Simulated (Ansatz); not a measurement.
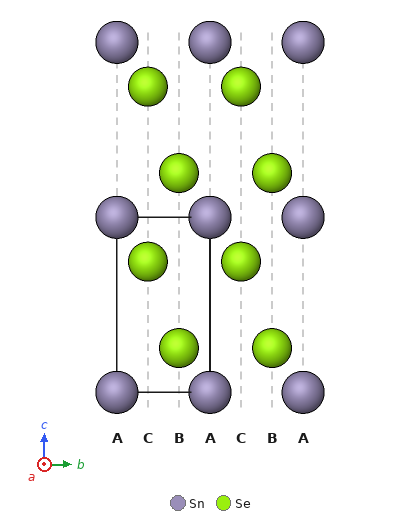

Projection along an edge of the hexagonal mesh, stacking direction c upwards. The dashed lines mark the three columns A (0, 0), B (1/3, 2/3) and C (2/3, 1/3). The sequence starts with the first layer at or above the cell's origin.

The compound is SnSe2, taken as a calculation's input that goes back to an entry of the Crystallography Open Database (an earlier step may have relaxed or displaced it).

**List the layers of one repeat.**

Sn(A) – Se(B) – Se(C) (three layers in 6.23 Å).

**How are the Se layers alone stacked?**

Se layers alone: BC, the hexagonal close-packed type.

**Which positions between or in the Se layers do the other atoms fill?**

Sn: one octahedral site, counted in one hexagonal cell. One of the two gaps between Se layers is empty, 3.08 Å wide.

**What short polytype symbol fits?**

Polytype symbol 1T, the symbol of a layered MX2 polytype (number of slabs in the repeat and lattice).
